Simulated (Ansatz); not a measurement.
System: ZnAu.

Input file:

```
crystal:
  lattice:
    - [3.147, 0.0, 0.0]
    - [0.0, 3.147, 0.0]
    - [0.0, 0.0, 3.147]
  atoms:
    - { symbol: Zn, position: [0.5, 0.5, 0.5] }
    - { symbol: Au, position: [0.0505557756, -0.0505557756, 0.0] }
basis:
  ecutwfc: 420
kpoints:
  mp_grid: { grid: [16, 16, 16] }
hamiltonian:
  xc: pbe
scf:
  occupations: { method: gaussian, width: 0.15 }
output:
  forces: true
  stress: true
  eigenvalues: true
  write_density: true
  write_potential: true
  elf: true
  volumetric_format: npy
```

Launched as:

```sh
ansatz run input.yaml --threads 1 --pin off --max-ram 2560MiB --backend cpu --events-out ev --progress --plain --runs-dir out
```

Below, planes, directions and counts refer to the conventional cell (a = 3.15 Å, b = 4.45 Å, c = 4.45 Å, α = 90.00°, β = 90.00°, γ = 90.00°).

Space group Amm2; changed on purpose from its base cell (all Au atoms moved +0.225 Å, as atom 2 along Cartesian [1 -1 0]); not relaxed (largest force 1.0 eV/Å); computed pressure about 8 GPa in this cell; computed without spin polarisation.

All numbers below come from DFT PBE, scalar-relativistic, plane waves, PAW in Ansatz 0.2.0.

Question: What will maps of the valence pseudo-density and electron localisation function show?

Answer: Zn–Au (2.73 Å): ρ at the midpoint is about 0.29 e/Å³; the ELF is about 0.25 at the midpoint (no shared electron pair shows on this line).

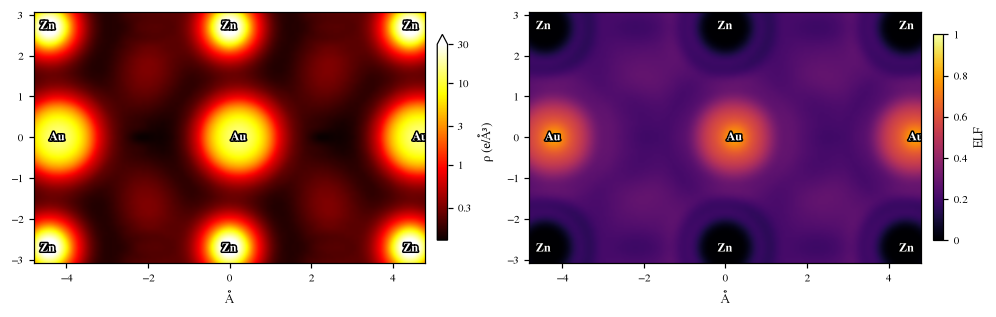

Computed valence pseudo-density and electron localisation function on the (110) plane of the conventional cell, in this order. 
